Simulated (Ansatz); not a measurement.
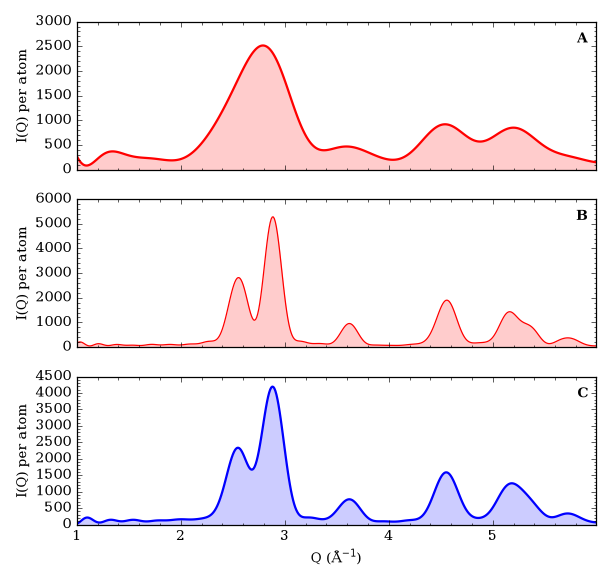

X-ray scattering of spheres cut from the crystal structure of Mo (P6_3/mmc, a = 2.791 Å, b = 2.791 Å, c = 4.974 Å, α = 90.00°, β = 90.00°, γ = 120.00°), calculated atom by atom with the Debye equation (B = 0.5 Å², no relaxation of the surface). Basis of the simulation: the input geometry of an electronic-structure calculation (not necessarily at equilibrium); the starting structure was generated, so it need not be a known form of this composition.

**The spheres are 14, 28 and 36 Å across. Which curve is which?**

curve A: 14 Å (87 atoms); curve B: 36 Å (1483 atoms); curve C: 28 Å (701 atoms). Peak widths go roughly as 2π/D, so the largest sphere has the sharpest peaks.

**Index the main peaks of the largest sphere.**

Q ≈ 2.56 Å⁻¹: 002 + 100; Q ≈ 2.89 Å⁻¹: 101; Q ≈ 3.62 Å⁻¹: 102; Q ≈ 4.56 Å⁻¹: 110 + 103; Q ≈ 5.16 Å⁻¹: 112.
